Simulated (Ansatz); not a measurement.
## Electronic structure of LiCl in real space

The calculation's input:

```
crystal:
  lattice:
    - [2.0205536099, 1.1665671706, 7.1220712216]
    - [-2.0205536099, 1.1665671706, 7.1220712216]
    - [0.0, -2.3331343412, 7.1220712216]
  atoms:
    - { symbol: Li, position: [0.8832005636, 0.8832005636, 0.8832005636] }
    - { symbol: Li, position: [0.1167994364, 0.1167994364, 0.1167994364] }
    - { symbol: Cl, position: [0.2329510365, 0.2329510365, 0.2329510365] }
    - { symbol: Cl, position: [0.7670489635, 0.7670489635, 0.7670489635] }
basis:
  ecutwfc: 420
kpoints:
  mp_grid: { grid: [6, 6, 6] }
hamiltonian:
  xc: pbe
scf:
  occupations: { method: fixed }
output:
  forces: true
  stress: true
  eigenvalues: true
  write_density: true
  write_potential: true
  elf: true
  volumetric_format: npy
relax:
  adjacent_minimum: "off"
  f_tol: 0.001
  max_steps: 60
  cell: { stress_tol: 0.01 }
```

Run with:

```sh
ansatz run input.yaml --threads 1 --pin off --max-ram 2048MiB --backend cpu --events-out ev --progress --plain --runs-dir out
```

Below, planes, directions and counts refer to the conventional cell (a = 4.04 Å, b = 4.04 Å, c = 21.45 Å, α = 90.00°, β = 90.00°, γ = 120.00°).

The fields are those of the relaxed geometry.

Space group R-3m; a structure generated by program, which may or may not match a known phase.

The calculation used DFT PBE, scalar-relativistic, plane waves, PAW in Ansatz 0.2.0.

Core electrons are frozen (PAW), and the valence fields are smoothed inside the atomic spheres.

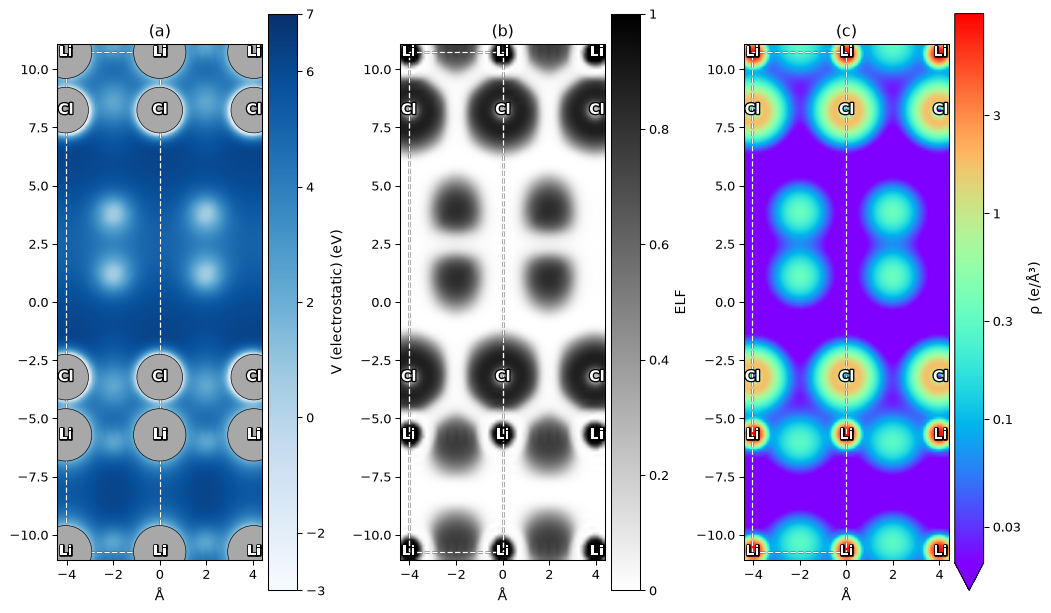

Figure 1. (a) electrostatic potential (local pseudopotential plus Hartree) felt by an electron; (b) ELF; (c) valence charge density (pseudo) on the (010) plane of the conventional cell. Grey discs cover the atomic cores in the potential map.

What do the fields say about this system?

- The section cuts through Li and Cl sites.
- Li–Cl (2.48 Å): the density is about 0.26 e/Å³ at the midpoint; the ELF peaks at about 0.90 in the valence shell of Cl, 0.8 Å from its nucleus, and falls to about 0 next to Li (a closed-shell, largely ionic contact).
- The density dies away to nearly zero in the voids.
- The features right at Li lie inside the PAW spheres, where the map follows smoothed inner orbitals and isn't to be read closely.
- Outside the cores the potential energy rises away from the atoms and is highest about 2.0 Å from the nearest atoms; its zero is arbitrary.

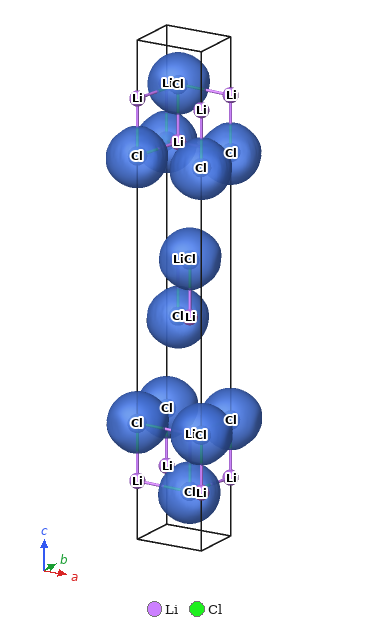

Figure 2. Isosurface of the ELF at 0.7 (blue), seen slightly off an axis. Only the valence region is drawn (cores and ρ < 0.01 e/Å³ removed). Sticks mark near contacts.

Identify the bonds, lone pairs and shells in this picture.

The ELF exceeds this value in six regions wrapped around Cl (the valence shell of each), counted in one cell of 12 atoms. Regions shared between cells count once. Profiles from the grid: Li–Cl (2.36 Å): the ELF peaks at about 0.90 in the valence shell of Cl, 0.9 Å from its nucleus, and falls to about 0 next to Li; a largely ionic contact.

Does the calculation give a band gap?

It is gapped, with a Kohn–Sham gap of 5.8 eV on the k-point mesh (the band edges may lie off the mesh, which would make the gap smaller).
